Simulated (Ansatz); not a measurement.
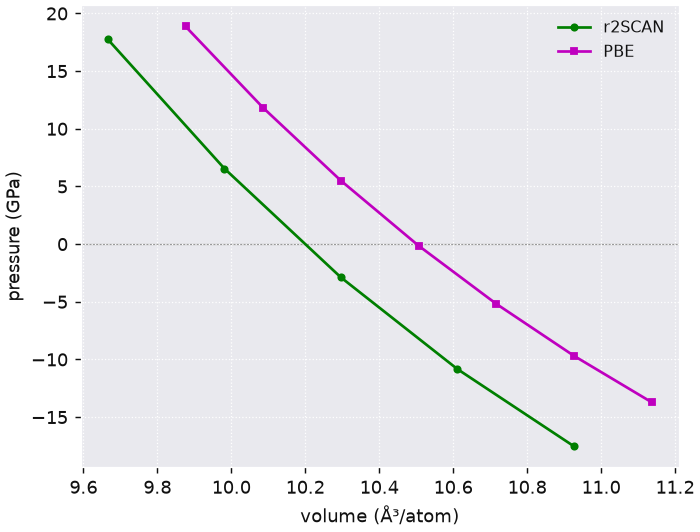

Computed with Ansatz 0.2.0 development build: equation of state of a cubic crystal from periodic Kohn-Sham density functional theory without spin, third-order Birch-Murnaghan fit to the free energies; pressure corrected for the finite basis.

- structure type: bcc
- atoms in cell: 1
- space group number: 229
- lattice centring: body-centred primitive
- occupation method: Fermi–Dirac
- datasets: soft-1 PAW
- density tolerance: 1e−07 eV
- bands: 12
- density cutoff ratio: 4
- search for lower states: default

**Figure.** Pressure against volume, with one curve for each functional, for Fe (space group Im-3m).

Settings that differ: r2SCAN: wave cutoff 500 eV, k mesh 17×17×17, occupation width 0.1 eV; PBE: wave cutoff 420 eV, k mesh 28×28×28, occupation width 0.0612 eV.

The fitted equilibrium volumes, smallest first, are r2SCAN 10.19, PBE 10.50 Å³/atom. The fitted bulk moduli, smallest first, are PBE 267, r2SCAN 296 GPa. For r2SCAN, the pressure falls from 17.8 GPa at volume 9.67 Å³/atom to −17.5 GPa at 10.93 Å³/atom, and changes sign near 10.20 Å³/atom. For PBE, the pressure falls from 18.9 GPa at volume 9.88 Å³/atom to −13.7 GPa at 11.14 Å³/atom, and changes sign near 10.50 Å³/atom.

Note: known magnet treated without spin, far from its ground state; modest k-mesh, values are not fully converged in k (r2SCAN).
